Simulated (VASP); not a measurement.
# AlN: quasiparticle gap under strain

Wanted: the deformation potential of the gap of AlN, from G0W0. The cell is of the wurtzite type, one of the forms listed for this formula. The start is a cell from a database of measured crystal structures.

Program: VASP 6.6.1. Level of theory: PBE; plane waves and PAW (Al, N), in the first sound run; inputs show where later runs differ. Results are calculated unless marked as measured.

The database entry behind the starting cell differs from later determinations by our own check (inner coordinate u about 0.002 short), so it need not match the best structure at ambient conditions.

## Step 1: Starting point

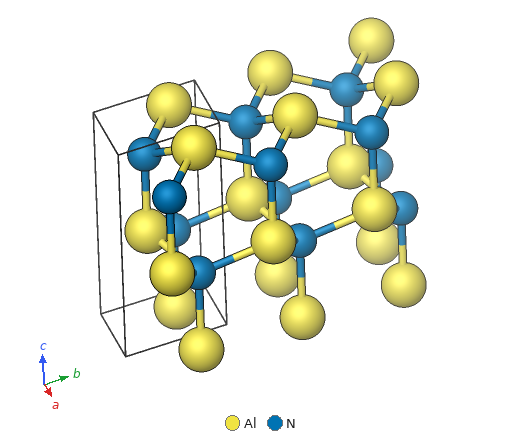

The starting structure, seen slightly off an axis (aluminium yellow, nitrogen blue). 2×3×1 cells are drawn. Some periodic images of atoms are drawn too.

## Step 2: Relaxation

The atoms are relaxed first inside the given cell, which is kept (ISIF = 2), since band edges depend on the positions.

File INCAR:

```
SYSTEM = AlN
PREC = Accurate
ENCUT = 520
EDIFF = 1E-06
NELM = 100
ISMEAR = 0
SIGMA = 0.05
LREAL = .FALSE.
ALGO = Normal
GGA = PE
NBANDS = 14
LWAVE = .FALSE.
LCHARG = .FALSE.
KPAR = 8
IBRION = 2
NSW = 60
ISIF = 2
EDIFFG = -0.01
```

File POSCAR:

```
AlN
1.0
    3.1130000000      0.0000000000      0.0000000000
   -1.5565000000      2.6959370820      0.0000000000
    0.0000000000      0.0000000000      4.9810000000
Al N
2 2
Direct
    0.6666666667      0.3333333333      0.5000000000
    0.3333333333      0.6666666667      0.0000000000
    0.6666666667      0.3333333333      0.8800000000
    0.3333333333      0.6666666667      0.3800000000
```

File KPOINTS:

```
Automatic mesh
0
Gamma
8 8 4
0 0 0
```

PAW data sets: Al and N (PBE family, release 64).

Command:

```bash
$ mpirun -np 8 vasp_std
```

What it wrote:

```text
[banner, memory and clock lines left out]
running    8 mpi-ranks, on    1 nodes
 distrk:  each k-point on    1 cores,    8 groups
 distr:  one band on    1 cores,    1 groups

 POSCAR found type information on POSCAR AlN
 POSCAR found :  2 types and       4 ions
|                                                                             |
|           W    W    AA    RRRRR   N    N  II  N    N   GGGG   !!!           |
|           W    W   A  A   R    R  NN   N  II  NN   N  G    G  !!!           |
|           W    W  A    A  R    R  N N  N  II  N N  N  G       !!!           |
|           W WW W  AAAAAA  RRRRR   N  N N  II  N  N N  G  GGG   !            |
|           WW  WW  A    A  R   R   N   NN  II  N   NN  G    G                |
|           W    W  A    A  R    R  N    N  II  N    N   GGGG   !!!           |
|                                                                             |
|     For optimal performance we recommend to set                             |
|       NCORE = 2 up to number-of-cores-per-socket                            |
|     NCORE specifies how many cores store one orbital (NPAR=cpu/NCORE).      |
|     This setting can greatly improve the performance of VASP for DFT.       |
|     The default, NCORE=1 might be grossly inefficient on modern             |
|     multi-core architectures or massively parallel machines. Do your        |
|     Unfortunately you need to use the default for GW and RPA                |
|     calculations (for HF NCORE is supported but not extensively tested      |
|     yet).                                                                   |
|                                                                             |

 LDA part: xc-table for (Slater+PW92), standard interpolation
 POSCAR, INCAR and KPOINTS ok, starting setup
 FFT: planning ... GRIDC
 FFT: planning ... GRID_SOFT
 FFT: planning ... GRID
 WAVECAR not read
 entering main loop
       N       E                     dE             d eps       ncg     rms          rms(c)
DAV:   1     0.481208443986E+02    0.48121E+02   -0.75233E+03   840   0.102E+03
DAV:   2    -0.304271217725E+02   -0.78548E+02   -0.72045E+02  1154   0.208E+02
DAV:   3    -0.344892057184E+02   -0.40621E+01   -0.40470E+01  1134   0.489E+01
DAV:   4    -0.345178111525E+02   -0.28605E-01   -0.28602E-01   942   0.477E+00
DAV:   5    -0.345181726367E+02   -0.36148E-03   -0.36147E-03  1122   0.542E-01    0.122E+01
DAV:   6    -0.297535249010E+02    0.47646E+01   -0.13179E+01  1044   0.271E+01    0.423E+00
DAV:   7    -0.297830849745E+02   -0.29560E-01   -0.78331E-01   918   0.628E+00    0.294E+00
DAV:   8    -0.297767101117E+02    0.63749E-02   -0.77159E-02   978   0.265E+00    0.545E-01
DAV:   9    -0.297706483267E+02    0.60618E-02   -0.20172E-02  1116   0.104E+00    0.246E-01
DAV:  10    -0.297713483859E+02   -0.70006E-03   -0.32208E-03   942   0.373E-01    0.145E-01
DAV:  11    -0.297712268318E+02    0.12155E-03   -0.31927E-04  1026   0.137E-01    0.353E-02
DAV:  12    -0.297712294579E+02   -0.26262E-05   -0.14706E-05  1056   0.341E-02    0.945E-03
DAV:  13    -0.297712291789E+02    0.27901E-06   -0.75460E-06  1050   0.209E-02
   1 F= -.29771229E+02 E0= -.29771229E+02  d E =-.297712E+02
 curvature:   0.00 expect dE= 0.000E+00 dE for cont linesearch  0.000E+00
 trial: gam= 0.00000 g(F)=  0.320E-02 g(S)=  0.000E+00 ort = 0.000E+00 (trialstep = 0.100E+01)
 search vector abs. value=  0.320E-02
 bond charge predicted
       N       E                     dE             d eps       ncg     rms          rms(c)
DAV:   1    -0.297723643119E+02   -0.11349E-02   -0.33268E-01   846   0.461E+00    0.958E-02
DAV:   2    -0.297725511199E+02   -0.18681E-03   -0.42628E-03  1038   0.512E-01    0.589E-02
DAV:   3    -0.297724231434E+02    0.12798E-03   -0.16044E-04   984   0.133E-01    0.182E-02
DAV:   4    -0.297724241026E+02   -0.95920E-06   -0.90990E-05  1014   0.706E-02    0.106E-02
DAV:   5    -0.297724239357E+02    0.16693E-06   -0.35165E-06   918   0.153E-02
   2 F= -.29772424E+02 E0= -.29772424E+02  d E =-.119476E-02
 trial-energy change:   -0.001195  1 .order   -0.001212   -0.003204    0.000781
 step:   0.7999(harm=  0.8040)  dis= 0.00497  next Energy=   -29.772502 (dE=-0.127E-02)
 bond charge predicted
       N       E                     dE             d eps       ncg     rms          rms(c)
DAV:   1    -0.297725001565E+02   -0.76054E-04   -0.13292E-02   846   0.919E-01    0.194E-02
DAV:   2    -0.297725062021E+02   -0.60456E-05   -0.16547E-04  1044   0.101E-01    0.120E-02
DAV:   3    -0.297725008657E+02    0.53365E-05   -0.70541E-06   978   0.279E-02    0.344E-03
DAV:   4    -0.297725009744E+02   -0.10874E-06   -0.37515E-06   810   0.141E-02
   3 F= -.29772501E+02 E0= -.29772501E+02  d E =-.127180E-02
 curvature:  -0.40 expect dE=-0.435E-07 dE for cont linesearch -0.435E-07
 trial: gam=-0.00578 g(F)=  0.108E-06 g(S)=  0.000E+00 ort = 0.186E-04 (trialstep = 0.960E+00)
 search vector abs. value=  0.104E-09
 reached required accuracy - stopping structural energy minimisation
```

It took 4.2 s on 8 MPI ranks of Intel Xeon 6975P-C (Granite Rapids), shared host; peak memory 1.3 GiB.

The logs omit lines about the potential files and the build; timing stands in the text.

From OUTCAR (step 2):

```text
ion  position               nearest neighbor table
   1  0.667  0.333  0.500-   3 1.89   4 1.89   4 1.89   4 1.89   2 3.07   2 3.07   2 3.07   2 3.07
                             2 3.07   2 3.07
   2  0.333  0.667  0.000-   4 1.89   3 1.89   3 1.89   3 1.89   1 3.07   1 3.07   1 3.07   1 3.07
                             1 3.07   1 3.07
   3  0.667  0.333  0.880-   1 1.89   2 1.89   2 1.89   2 1.89
   4  0.333  0.667  0.380-   2 1.89   1 1.89   1 1.89   1 1.89

  LATTYP: Found a hexagonal cell.
 ALAT       =     3.1130000000
 C/A-ratio  =     1.6000642467

 Subroutine GETGRP returns: Found 12 space group operations
 (whereof  6 operations were pure point group operations)

The static configuration has the point symmetry C_3v.
 The point group associated with its full space group is C_6v.

 Found     30 irreducible k-points:

   k-points           NKPTS =     30   k-points in BZ     NKDIM =     30   number of bands    NBANDS=     14

   dimension x,y,z NGX =    24 NGY =   24 NGZ =   40
   dimension x,y,z NGXF=    48 NGYF=   48 NGZF=   80

   ENCUT  =  520.0 eV  38.22 Ry    6.18 a.u.   5.79  5.79  9.26*2*pi/ulx,y,z

   NELECT =      16.0000    total number of electrons

 k-points in reciprocal lattice and weights: Automatic mesh
   0.00000000  0.00000000  0.00000000       0.004
   0.12500000  0.00000000  0.00000000       0.023
   0.25000000  0.00000000  0.00000000       0.023
   0.37500000  0.00000000  0.00000000       0.023
   0.50000000  0.00000000  0.00000000       0.012
   0.12500000  0.12500000  0.00000000       0.023
   0.25000000  0.12500000  0.00000000       0.047
   0.37500000  0.12500000  0.00000000       0.047
   0.25000000  0.25000000  0.00000000       0.023
[...]
0.25000000  0.25000000  0.50000000       0.023
   0.37500000  0.25000000  0.50000000       0.023

 average (electrostatic) potential at core
       1 -71.6772       2 -71.6772       3 -59.9412       4 -59.9412

 E-fermi :   6.3646

 k-point     1 :       0.0000    0.0000    0.0000
  band No.  band energies     occupation
    ...
      4       5.2763      2.00000
      5       5.2763      2.00000
      6       5.9285      2.00000
      7       5.9285      2.00000
      8       6.1538      2.00000
      9      10.3473      0.00000
     10      12.7924      0.00000
     11      16.7602      0.00000
     12      17.2827      0.00000
     13      17.2827      0.00000
    ...

 k-point     2 :       0.1250    0.0000    0.0000
  band No.  band energies     occupation
    ...
      4       4.4093      2.00000
      5       5.0342      2.00000
      6       5.1071      2.00000
      7       5.8908      2.00000
      8       6.0617      2.00000
      9      11.1774      0.00000
     10      13.5252      0.00000
     11      15.9311      0.00000
     12      16.2156      0.00000
     13      17.8448      0.00000
    ...

 k-point     3 :       0.2500    0.0000    0.0000
  band No.  band energies     occupation
    ...
      4       2.6905      2.00000
      5       3.6825      2.00000
      6       4.5706      2.00000
      7       5.7132      2.00000
      8       5.7268      2.00000
      9      12.3308      0.00000
     10      13.7410      0.00000
     11      14.2390      0.00000
     12      16.1674      0.00000
     13      17.7314      0.00000
    ...

  Total        0.8668274      0.8668274      0.9346506      0.0000000     -0.0000000      0.0000000
  in kB       33.2229216     33.2229216     35.8223801      0.0000000     -0.0000000      0.0000000
  external PRESSURE =      34.0894078 kB  Pullay stress =       0.0000000 kB

  energy-cutoff  :      520.00
  volume of cell :       41.80
      direct lattice vectors                 reciprocal lattice vectors
     3.113000000  0.000000000  0.000000000     0.321233537  0.185464269  0.000000000
    -1.556500000  2.695937082  0.000000000     0.000000000  0.370928538  0.000000000
     0.000000000  0.000000000  4.981000000     0.000000000  0.000000000  0.200762899

 POSITION                                       TOTAL-FORCE (eV/Angst)
 -----------------------------------------------------------------------------------
      1.55650      0.89865      2.48553        -0.000000      0.000000     -0.000749
     -0.00000      1.79729      4.97603         0.000000      0.000000     -0.000749
      1.55650      0.89865      4.38825        -0.000000     -0.000000      0.000749
     -0.00000      1.79729      1.89775         0.000000      0.000000      0.000749
 -----------------------------------------------------------------------------------
    total drift:                               -0.000000      0.000000      0.002976

  FREE ENERGIE OF THE ION-ELECTRON SYSTEM (eV)
  ---------------------------------------------------
  free  energy   TOTEN  =       -29.7725009744 eV

  energy  without entropy=      -29.7725009744  energy(sigma->0) =      -29.77250097

 reached required accuracy - stopping structural energy minimisation

[... 3 further parts left out ...]
```

The run keeps the 12 symmetry operations of its start, so it cannot find a distortion of lower symmetry.

Relaxation path:

```csv
step,energy less that of the first step (eV),largest force (eV/Å)
1,0.0000,0.1289
2,-0.0012,0.0314
3,-0.0013,0.0007
```

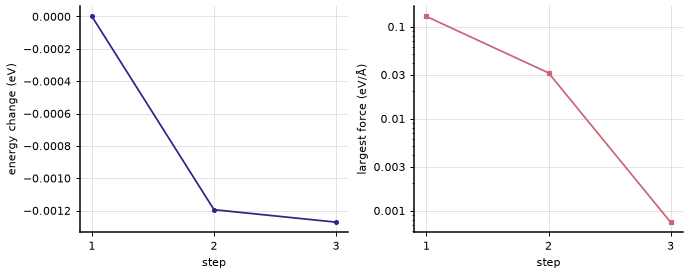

Energy and largest force along the relaxation.

Numbers from this step:

| Property | Result |
| --- | --- |
| free energy (TOTEN) | -29.77 eV |
| Fermi energy | 6.365 eV |
| pressure | 3.409 GPa |

At PBE, with these data sets, the largest force is down to 7.5e-4 eV/Å.

[end of part 1 of 5]

[Lines on the potential files, build, host, timing and source positions are cut from VASP's logs without a mark.]

[Logs are printed without paths, hosts, clocks, repeated set-up lines and the standing remarks that a program may print on its own settings, such as how far it seeks lower states.]

[Hosts, paths, dates, database ids (printed as entryN), source tags and the programs' standing remarks are cut or masked in the printed files.]

[Pressures printed for these runs are not shown converged in the cutoff: they can be off by several GPa and have the wrong sign.]
